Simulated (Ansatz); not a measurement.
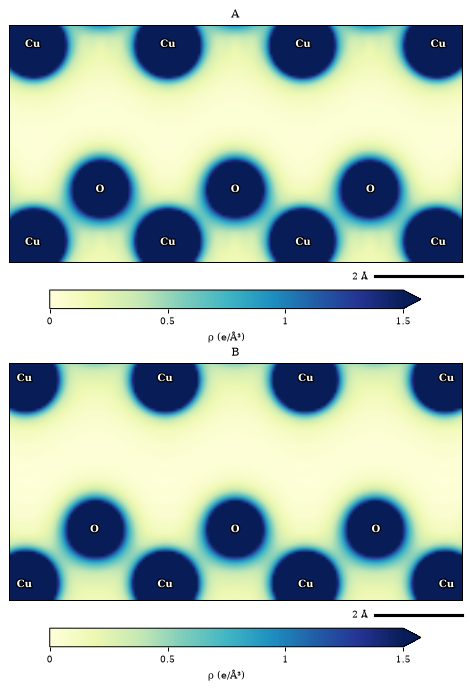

CuO. The valence electron density of two cells that differ in size, on the (010) plane of each (indices in the axes of the calculation cell), at one length scale and on one colour scale; one has 11.0 and the other 12.4 Å³ an atom.

Method: Ansatz 0.2.0, Kohn-Sham DFT of a periodic cell, PBE, Ansatz PAW.

In a PAW calculation such maps are meaningful between the atoms, not at the nuclei.

The larger cell:

```xyz
4
Lattice="3.2378 0.0000 0.0000 0.0000 3.2378 0.0000 0.0000 0.0000 4.7407" Properties=species:S:1:pos:R:3 pbc="T T T"
Cu    0.0000    0.0000    0.0000
Cu    1.6189    1.6189    0.0000
O     1.6189    0.0000    1.2658
O     0.0000    1.6189    3.4749
```

The smaller cell: a = 3.111 Å, b = 3.111 Å, c = 4.555 Å, α = 90.00°, β = 90.00°, γ = 90.00°.

> Which is the denser cell? Describe the effect of the change.

Panel A is the smaller cell, by 11 % in volume. From the larger cell to the smaller, Cu–O goes from 2.05 to 1.97 Å, and the density at its midpoint from 0.53 to 0.64 e/Å³; the pressure goes from 7 to 30 GPa.
